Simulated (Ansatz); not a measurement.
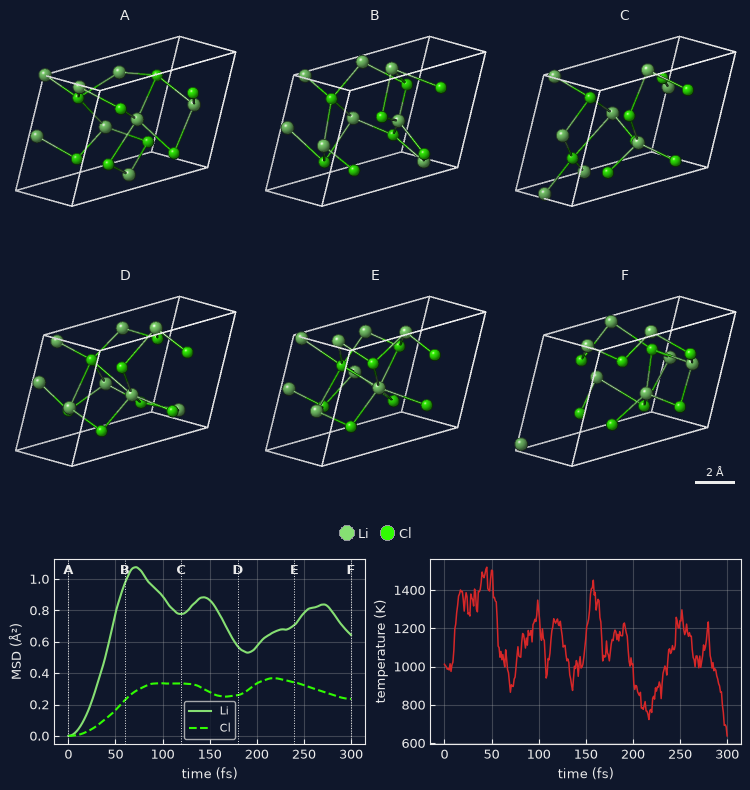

First-principles dynamics of a 16-atom cell of LiCl, 300 fs long. It starts from the last geometry of an earlier run, with fresh velocities. Frames (A at 0 fs, B at 60 fs, C at 120 fs, D at 180 fs, E at 240 fs, F at 300 fs) and the history of the run. Style: ball-and-stick. Shown: the reduced simulation cell, slightly off an axis. Atoms that leave the cell re-enter on the other side. Bonds to atoms that aren't drawn are left out. Lengths and directions refer to the drawn axes.

The calculation used DFT PBE, scalar-relativistic, plane waves, PAW in Ansatz. Settings: plane-wave cutoff 420 eV; k-point mesh 2 × 2 × 2; Fermi-Dirac smearing 0.16 eV; low-accuracy preset; volume 1.15 times that of the relaxed crystal; Langevin thermostat (NVT); set temperature 1080 K; time step 1 fs; friction 0.01 per fs.

**What do the frames and curves show?**

Over the second half the temperature averages 1050 K (spread ±173 K). The potential energy in the second half lies on average 33.3 meV per atom below the first frame. Root-mean-square distances from the starting positions over the second half, with the common drift of all atoms taken out: Li 0.84 Å, Cl 0.55 Å. Against the typical shortest distance between atoms in the first frame, about 2.2 Å these are large excursions, but over 300 fs one can't yet tell strong vibration from the start of diffusion.

Limits of the set-up: the program's low-accuracy preset was used.

The run took about 10 core-minutes on a shared host.
